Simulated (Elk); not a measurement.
**MgO (Fm-3m): refractive index against wavelength**

The refractive index of MgO (Fm-3m) below the direct gap (4.76 eV on the mesh) is read from one computed spectrum, n = √(Re ε).

Symmetry: Fm-3m, No. 225, cubic system. Conventional cell: a = 4.217 Å, b = 4.217 Å, c = 4.217 Å, α = 90.00°, β = 90.00°, γ = 90.00°. Around Mg on site a lie 6 O at 2.11 Å. O on site b is surrounded by 6 Mg at 2.11 Å.

Method: Elk 11.2.3 (patched build), PBE, independent particles, k-mesh 14×14×14, Lorentzian half width 0.15 eV.

Launch of the response step: `OMP_NUM_THREADS=4 elk`. The run took 20 s, its band step included, on 4 threads of Arm Neoverse N1, on a shared host.

```
wavelength (nm)  photon energy E (eV)       n
            850                 1.459  1.7886
            700                 1.771  1.7948
            633                 1.959  1.7993
            532                 2.331  1.8098
            450                 2.755  1.8251
            405                 3.061  1.8387
            365                 3.397       ?
```

In the single-oscillator model n² − 1 = E₀E_d/(E₀² − E²), so 1/(n² − 1) = E₀/E_d − E²/(E₀E_d) is linear in E².

Working, on the rows shown:

| x = E² (eV²) | y = 1/(n² − 1) |
| --- | --- |
| 2.12762 | 0.454734 |
| 3.13716 | 0.450185 |
| 3.83641 | 0.446931 |
| 5.43137 | 0.439488 |
| 7.59115 | 0.429002 |
| 9.37179 | 0.420024 |

Means: x̄ = 5.2493, ȳ = 0.44006. Σ(x − x̄)(y − ȳ) = -0.1855, Σ(x − x̄)² = 38.71. Slope = -0.1855 / 38.71 = -0.004791; intercept = ȳ − slope · x̄ = 0.46521. Turned back into n, the line misses the rows shown by at most 0.00044.

Problem. Predict the last column of the withheld row from the fit.

Solution. At x = 11.538 the line gives y = 0.40993, that is 1.8546. The run gave 1.8568, so the extrapolation is off by 0.0022, 3 % of the range in the table.

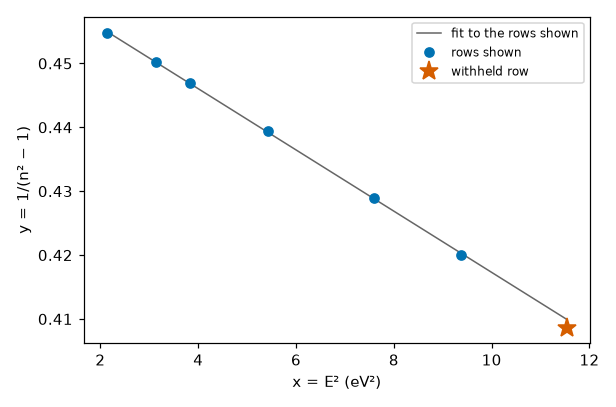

Refitted with all rows, the slope is -0.004894 and the intercept 0.46565. These give E₀ = √(intercept/−slope) = 9.75 eV and E_d = E₀/intercept = 20.9 eV; E₀ is 2.0 times the direct gap. The electronic limit at long wavelengths, without lattice vibrations, is n = √(1 + 1/intercept) = 1.774. The cell comes from an older database entry, whose edges can be off by a per cent or so. Excitons are left out and so are local fields; PBE gaps are as a rule too small. The values come from a sum over the points of one k-mesh and carry its error, which grows as the direct gap shrinks.

[Logs are printed without paths, hosts, clocks, repeated set-up lines and the standing remarks that a program may print on its own settings, such as how far it seeks lower states.]
